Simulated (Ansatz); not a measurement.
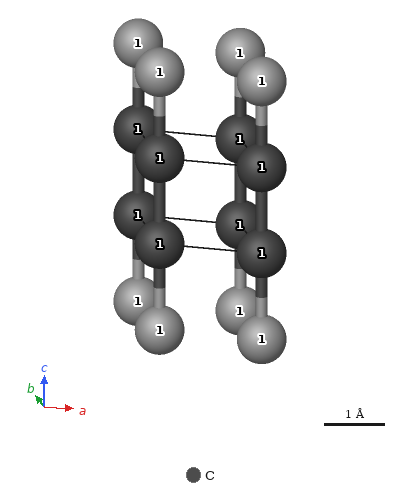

The input geometry (ball-and-stick view of the cell of the calculation, seen slightly off an axis; neighbours outside the cell are drawn fainter; atoms are numbered from 1 in the order of the input). Near neighbours in the crystal (not all of them lie inside the picture): C has 2 C at 1.50 Å.

**Run report: C, single-point calculation**

- system: C (P6/mmm, 1 atom in the cell)
- method: DFT, PBE, PAW with Ansatz's default frozen-core files, scalar-relativistic, no spin polarisation (Ansatz 0.2.0)

It belongs to a series of runs on one base structure; here: volume scaled by 0.75, PAW files. Figures and captions count atoms from 1; the log counts them from 0 in places.

The input
```yaml
crystal:
  lattice:
    - [1.8076123196, 0.0, 0.0]
    - [-0.9038061598, 1.565438189, 0.0]
    - [0.0, 0.0, 1.4992779272]
  atoms:
    - { symbol: C, position: [0.0, 0.0, 0.0] }
kpoints:
  mp_grid: { grid: [24, 24, 22] }
scf:
  occupations: { method: fermi_dirac, width: 0.1 }
hamiltonian:
  xc: pbe
  pseudopotentials: { kind: paw }
output:
  forces: true
  stress: true
  eigenvalues: true
  populations: true
  write_density: true
  write_potential: true
  elf: true
  volumetric_format: npy
```

Machine: 1 thread of Intel Xeon (Sapphire Rapids), 32 GiB of memory available, shared host.

Command:
```bash
ansatz run input.yaml --threads 1 --pin off --max-ram 2048MiB --backend cpu --events-out ev --progress --plain --runs-dir out
```

The program's output
```
Engine: ansatz 0.2.0, x86_64-unknown-linux-gnu
Pseudopotentials: kind: paw
Pseudopotential: C, paw, valence charge 4, recommended cutoff 420 eV (normal), C.paw.azcp
Functional definition: PBE
  parameter kappa = 0.804
  parameter beta = 0.06672455060314922
  exchange = pbe_x(kappa = kappa, mu = beta*pi^2/3)
  correlation = pbe_c(beta = beta)
Crystal: 1 atoms, lattice volume = 4.243 Å³
Basis set: ecut = 420 eV, 71 PW (Γ), exchange–correlation on 30×30×24 points (8 copies of the dense FFT grid, shifted against one another)
Bands: 6, of which v1, the nominal top of the filled ones, is band 2 counted from 1 (1 counted from 0)
Symmetry: 24 space group operations
Space group: P6/mmm (ITA 191), of the structure as read, at distance tolerance 1.6e-5 Å
k-points: 732 of 12672
Non-local potential: C, projectors of the file, l = 0: 2, l = 1: 2, l = 2: 1
PAW form: soft (Blöchl's): semilocal exchange-correlation on the pseudo side does not see the compensation charge
PAW one-centre angular grid: C, 110 points (default); XC on 64 Gauss nodes
Initial density: superposition of atomic densities (neutral atoms: chi_scale 0, normalization atom), corrected by the library's trained network
Initial wavefunctions: pseudopotential atomic-orbital guess
Functional: x = pbe(κ = 0.804, μ = 0.2195149727645171), c = pbe(β = 0.06672455060314922)
SCF iter   1: F=—  HF=-247.471028 eV  |F-HF|=—  |Δ(HF+E_count)|=         —  Δρ=1.36e-2  dr2=3.77e-3  ethr=1.77e-3  ⟨swp⟩=4.8  Hψ=33695  notcnv=0
preconditioner: auto → none  [metal: Δε(μ)=0.064 eV  Ē_g=30.054 eV  σ=0.100 eV  W_gap=0.16  n_scr=0 (ndim 8)  ℏωp=36.1 eV  f_vac=0.000  D(μ)=0.11/eV (n_scr^D=0)]
SCF iter   2: F=—  HF=-247.470485 eV  |F-HF|=—  |Δ(HF+E_count)|=   5.43e-4  Δρ=6.04e-3  dr2=6.99e-4  ethr=9.42e-5  ⟨swp⟩=1.0  Hψ=10248  notcnv=0
SCF iter   3: F=—  HF=-247.470493 eV  |F-HF|=—  |Δ(HF+E_count)|=   7.49e-6  Δρ=4.81e-4  dr2=2.32e-6  ethr=1.75e-5  ⟨swp⟩=2.0  Hψ=5713  notcnv=0
SCF iter   4: F=—  HF=-247.470495 eV  |F-HF|=—  |Δ(HF+E_count)|=   1.63e-6  Δρ=8.25e-5  dr2=1.51e-7  ethr=5.79e-8  ⟨swp⟩=2.0  Hψ=5750  notcnv=0
iter 5 did not close the SCF: its close was put off for the readings that it lacked (scf_convergence_deferred on its scf_iter line)
SCF iter   5: F=-247.470495 eV  HF=-247.470495 eV  |F-HF|=3.99e-10  |Δ(HF+E_count)|=   2.15e-8  Δρ=1.03e-5  dr2=2.35e-9  ethr=3.76e-9  ⟨swp⟩=1.9  Hψ=5466  notcnv=0
SCF iter   6: F=-247.470495 eV  HF=-247.470495 eV  |F-HF|=8.81e-13  |Δ(HF+E_count)|=  2.22e-10  Δρ=4.27e-7  dr2=3.26e-12  ethr=5.89e-11  ⟨swp⟩=3.3  Hψ=16266  notcnv=0
SCF 1 converged in 6 iterations: F = -247.470495 eV  dr2 = 3.26e-12
  greatest PAW one-centre occupation: 0.686 electrons in one spin orbital (limit 2), on the C atom at site 0 (counted from 0), in its partial waves of l = 0
SCF converged after 6 iterations
Free energy (F): -247.470495 eV
Harris-Foulkes:  -247.470495 eV  (|F-HF|=8.81e-13)
Internal energy: -247.466667 eV  (E = F + TS)
E sigma→0 (E₀):  -247.468581 eV
Entropy (-TS):   -0.003828 eV (-3.828 meV/atom)
Fermi energy:    20.604526 eV
--- Per-component energies (eV) ---
  E_band       = 39.408761
  E_kinetic    = 96.742976
  E_local      = -24.087790  (includes V_loc(G=0)·N_el)
  E_nonlocal   = 28.129320
  E_hartree    = 3.888633
  E_xc         = -50.416162
  E_vxc        = -62.788253  (∫ρ·V_xc dr)
  E_paw        = -99.005572  (= ΣΔE_a)
  E_vpaw       = -6.364770  (= ΣTr[D̂ρ^β])
  E_aug_tail   = 0.000006  (compensation charges beyond the density's cutoff)
  E_ewald      = -202.718079
  E_smearing   = -0.003828  (= −TS)
  E_closure    = 0.000000  (closes the sum)
  Σ components = -247.470495   (vs F -247.470495, Δ=0.00e0)
--- Forces (eV/Å), atoms counted from 1 ---
  atom   1  C      0.00000000     0.00000000     0.00000000
  max |Σ_I F_I| component: 5.14e-34 eV/Å
--- Stress (GPa, compression-positive) ---
      158.848103       0.000000       0.000000
       -0.000000     158.848103       0.000000
        0.000000       0.000000     158.856160
  P = ⅓ Tr σ = 158.8508 GPa (1588.508 kbar)
--- Band table (eV; the first three rows and the last of 732) ---
  k-point 0: bands = ["-6.1886", "30.7773", "30.7773", "38.5780", "52.3013", "55.3254"]
  k-point 1: bands = ["-6.0791", "30.8712", "30.8712", "37.4422", "53.3934", "55.4580"]
  k-point 2: bands = ["-5.7510", "31.1501", "31.1501", "34.7834", "55.7960", "55.8552"]
  k-point 731: bands = ["14.1284", "20.0780", "20.0780", "29.1127", "35.0110", "35.0110"]
--- Löwdin populations: 1 site ---
  site symbol       q [e]
     0      C      3.9799
  spilling = 0.005032 (of n_electrons = 4.000000)
```

File populations.tsv
```
# site	symbol	l	j	q
# orbitals = lowdin
# n_electrons = 4.000000
# spilling = 0.005032
0	C	0_2S	-	1.073584
0	C	1_2P	-	2.906287
```

File rho_z.tsv
```
# z_ang	rho[e/angstrom^3]
# format = ansatz-planar-average/11
# lattice	1.807612320	0.000000000	0.000000000
# lattice	-0.903806160	1.565438189	0.000000000
# lattice	0.000000000	0.000000000	1.499277927
# sites	1
# site	6	0.000000000	0.000000000	0.000000000
0.000000	1.141570e0
0.124940	1.121142e0
0.249880	1.056834e0
0.374819	9.538272e-1
0.499759	8.401455e-1
0.624699	7.535419e-1
0.749639	7.214932e-1
0.874579	7.535419e-1
0.999519	8.401455e-1
1.124458	9.538272e-1
1.249398	1.056834e0
1.374338	1.121142e0
```

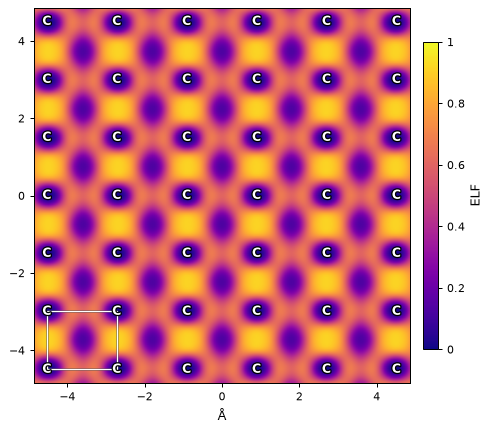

ELF on the (100) plane of the conventional cell. The section cuts through C sites. C–C (1.50 Å): the ELF peaks at about 0.90 between the atoms (a shared electron pair). The fields are those of the smooth PAW valence density.

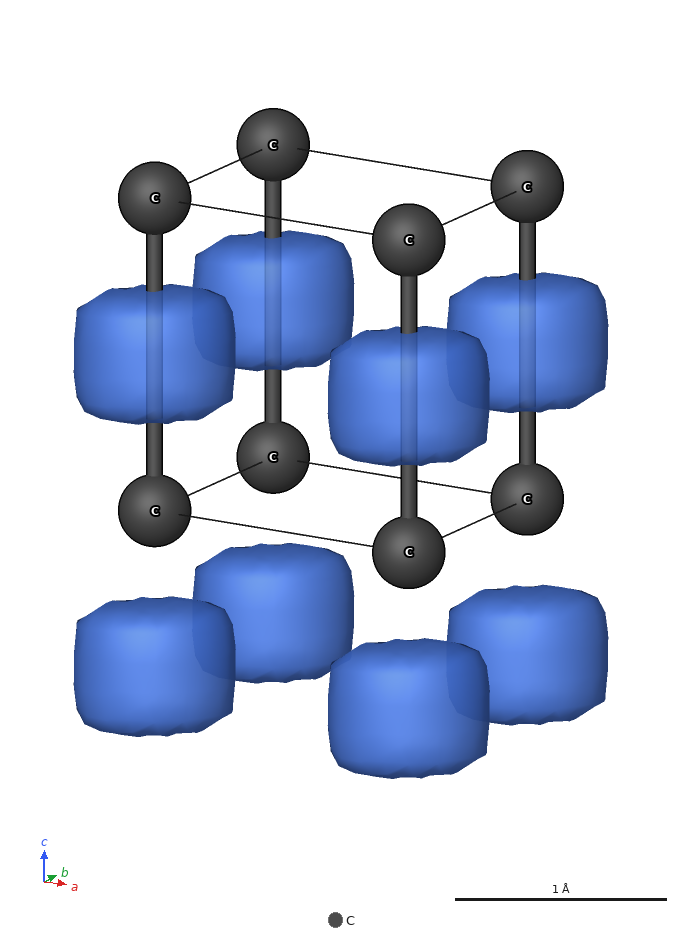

Isosurface of the electron localisation function at 0.75 (blue), seen slightly off an axis. Only the valence region is drawn (cores and ρ < 0.01 e/Å³ removed). Sticks mark near contacts. The outline is the cell set on symmetry axes. Along the contacts the grid gives the following.

Key numbers

```tsv
quantity	value
outcome	converged
space group (tolerance 0.01 Å)	P6/mmm (191)
electrons treated	4
free energy	−247.4705 eV
Fermi energy	20.605 eV
pressure	158.85 GPa
largest force (length of the vector)	under 0.001 eV/Å
wall time	2.5 s
peak memory	0.34 GiB
```

The cell is under a pressure of 159 GPa at this level, so it is not at its equilibrium volume.
